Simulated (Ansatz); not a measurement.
**A series of single points on GaSb**

System: GaSb (2 atoms in the cell).
Method: Kohn-Sham DFT of a periodic cell, PBE, all-electron LAPW, scalar-relativistic, no spin polarisation (Ansatz 0.2.0).

The 7 runs differ only in the geometry, by an even scaling of the cell at fixed fractional positions. The structure derives from a Materials Project entry.

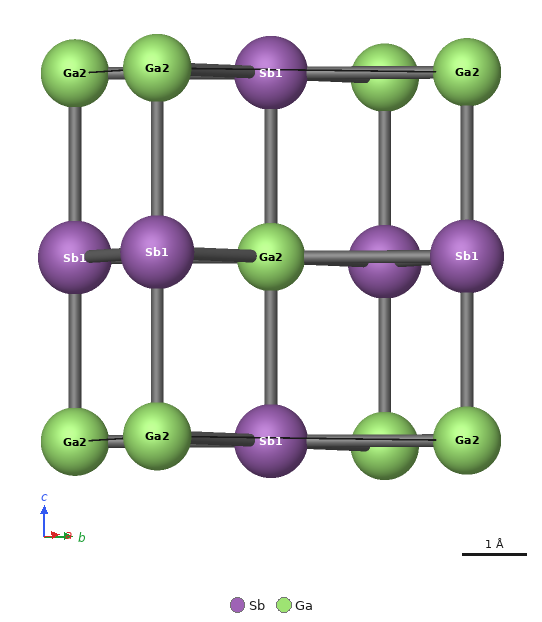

Figure 1. The structure of run 4 (ball-and-stick view of the cell 2 times as large as that of the calculation, set on its symmetry axes, seen at an oblique angle; atoms are numbered from 1 in the order of the input).

### Input of run 4
```yaml
crystal:
  lattice:
    - [-1.555901, 2.675003, 2.893313]
    - [1.555901, -2.675003, 2.893313]
    - [1.555901, 2.675003, -2.893313]
  atoms:
    - { symbol: Sb, position: [0.5, 0.5, 0.0] }
    - { symbol: Ga, position: [0.0, 0.0, 0.0] }
kpoints:
  mp_grid: { grid: [10, 10, 10] }
scf:
  occupations: { method: fermi_dirac, width: 0.05 }
hamiltonian:
  xc: pbe
  pseudopotentials: { kind: all_electron, lapw: { basis_error: 0.0005 } }
output:
  forces: true
  stress: true
  eigenvalues: true
```

Command:
```bash
ansatz run input.yaml --threads 1 --pin off --max-ram 3072MiB --backend cpu --events-out ev --progress --plain --runs-dir out
```

Run 5 differs from it as follows:
```diff
-    - [-1.555901, 2.675003, 2.893313]
-    - [1.555901, -2.675003, 2.893313]
-    - [1.555901, 2.675003, -2.893313]
+    - [-1.5662052804, 2.6927187679, 2.9124745717]
+    - [1.5662052804, -2.6927187679, 2.9124745717]
+    - [1.5662052804, 2.6927187679, -2.9124745717]
```

### Results, with one run withheld

```tsv
run	volume per atom (Å³)	free energy per atom, from the lowest run given (meV)	pressure (GPa)
1	22.639	15.32	3.70
2	23.121	6.36	2.29
3	23.602	1.40	1.04
4	24.084	0.00	−0.08
5	24.566	?	?
6	25.048	6.31	−1.94
7	25.529	13.34	−2.72
```

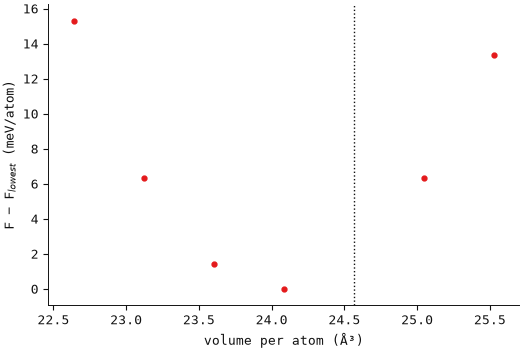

Figure 2. Free energy per atom of the runs given; the dotted line marks run 5.

What should run 5 give?

A cubic polynomial in V^(−2/3) (the Birch–Murnaghan form), fitted to the 6 runs given, misses them by under 0.01 meV per atom. With x = V^(−2/3) − 0.12029 Å⁻², it reads F = 0.032521 + 326 x + 6.2075e+05 x² + 2.4064e+06 x³ (meV per atom). At run 5 it gives 1.75 meV per atom, and the run itself gives 1.76. The slope of the fit gives a pressure −dF/dV of −1.07 GPa there, and the run prints −1.07 GPa. The fit has its minimum at 24.048 Å³ per atom, where V d²F/dV² gives 52.8 GPa. Cell shape and fractional positions are held, so this is the stiffness under even scaling; the relaxed bulk modulus wasn't computed.

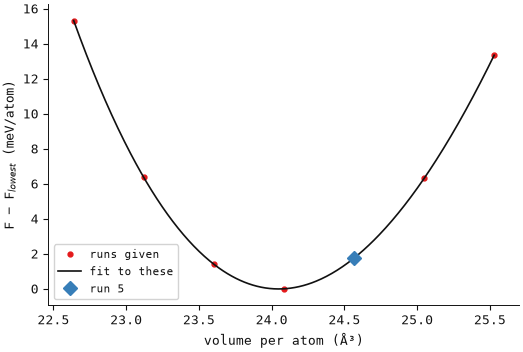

Figure 3. The fit and the withheld run.

### Output, shortened to warnings, some set-up lines, iterations and results (run 5)
```
Basis set: ecut = 236.73101560589998 eV, 403 PW (Γ), FFT grids on a1, a2+a3, a3, exchange–correlation at level 2
Symmetry: 8 space group operations
k-points: 171 of 1000
Initial density: superposition of atomic densities (chi_scale 0.1, normalization cell, long waves kept (reshape's long-wave potential 0.00 eV rms))
[...]
SCF iter   1: F=—  HF=-229267.984810 eV  |F-HF|=—  |Δ(HF+E_count)|=         —  Δρ=9.65e-3  dr2=3.22e-2  ethr=7.28e-5  ⟨swp⟩=3.0  Hψ=31284  notcnv=0
SCF iter   2: F=—  HF=-229267.964099 eV  |F-HF|=—  |Δ(HF+E_count)|=   2.07e-2  Δρ=6.16e-3  dr2=1.40e-2  ethr=7.28e-5  ⟨swp⟩=2.0  Hψ=14170  notcnv=0  defer=1
SCF iter   3: F=—  HF=-229267.963080 eV  |F-HF|=—  |Δ(HF+E_count)|=   1.02e-3  Δρ=4.05e-3  dr2=6.52e-3  ethr=3.18e-5  ⟨swp⟩=2.0  Hψ=13545  notcnv=0
SCF iter   4: F=—  HF=-229267.963777 eV  |F-HF|=—  |Δ(HF+E_count)|=         —  Δρ=1.66e-3  dr2=1.26e-3  ethr=1.48e-5  ⟨swp⟩=2.0  Hψ=13582  notcnv=0
SCF iter   5: F=—  HF=-229267.964206 eV  |F-HF|=—  |Δ(HF+E_count)|=   4.29e-4  Δρ=5.67e-4  dr2=1.84e-4  ethr=2.87e-6  ⟨swp⟩=2.0  Hψ=13549  notcnv=0
SCF iter   6: F=—  HF=-229267.964174 eV  |F-HF|=—  |Δ(HF+E_count)|=   3.19e-5  Δρ=1.70e-4  dr2=1.73e-5  ethr=3.92e-8  ⟨swp⟩=2.0  Hψ=22983  notcnv=0
SCF iter   7: F=—  HF=-229267.964179 eV  |F-HF|=—  |Δ(HF+E_count)|=   4.62e-6  Δρ=5.88e-5  dr2=2.40e-6  ethr=3.92e-8  ⟨swp⟩=2.5  Hψ=13633  notcnv=0
SCF iter   8: F=—  HF=-229267.964180 eV  |F-HF|=—  |Δ(HF+E_count)|=   1.28e-6  Δρ=1.49e-5  dr2=1.63e-7  ethr=5.46e-9  ⟨swp⟩=3.0  Hψ=14224  notcnv=0
SCF iter   9: F=-229267.964180 eV  HF=-229267.964180 eV  |F-HF|=4.95e-10  |Δ(HF+E_count)|=   4.42e-9  Δρ=5.39e-6  dr2=1.53e-8  ethr=3.71e-10  ⟨swp⟩=2.0  Hψ=13547  notcnv=0
SCF 1 converged in 9 iterations: F = -229267.964180 eV  dr2 = 1.53e-8
SCF converged after 9 iterations
Free energy (F): -229267.964180 eV
Harris-Foulkes:  -229267.964180 eV  (|F-HF|=4.95e-10)
Internal energy: -229267.958449 eV  (E = F + TS)
E sigma→0 (E₀):  -229267.961315 eV
Entropy (-TS):   -0.005731 eV (-2.866 meV/atom)
Fermi energy:    12.076214 eV
--- Per-component energies (eV) ---
  E_band       = -1669.142027
  E_kinetic    = 239810.025446
  E_xc         = -6702.589475
  E_electrostatic = -462375.394420  (all electrons and nuclei)
  E_smearing   = -0.005731  (= −TS)
  E_closure    = 0.000000  (closes the sum)
  E_atoms      = -229261.009040  (free atoms, spherical and without spin; not in F)
  Σ components = -229267.964180   (vs F -229267.964180, Δ=0.00e0)
  Basis errors (estimates in eV, not in F): energy 1.7e-4 per atom: plane waves 1.5e-4 (8.3e-5 summed), levels above the bands 1.9e-57, relativity 5.5e-9, radial functions 1.4e-5, core shells 2.4e-9; eigenvalues (radial functions only) 1.0e-6; not estimated: angular momenta, meshes, grids; target …
--- Forces (eV/Å), atoms counted from 1 ---
  atom   1  Sb     0.00000000    -0.00000000    -0.00000000
  atom   2  Ga     0.00000000     0.00000000     0.00000000
  max |Σ_I F_I| component: 1.97e-31 eV/Å
--- Stress (GPa, compression-positive) ---
       -0.119400       0.000000       0.000000
        0.000000      -1.318241      -0.000000
        0.000000      -0.000000      -1.764782
  P = ⅓ Tr σ = -1.0675 GPa (-10.675 kbar)
```
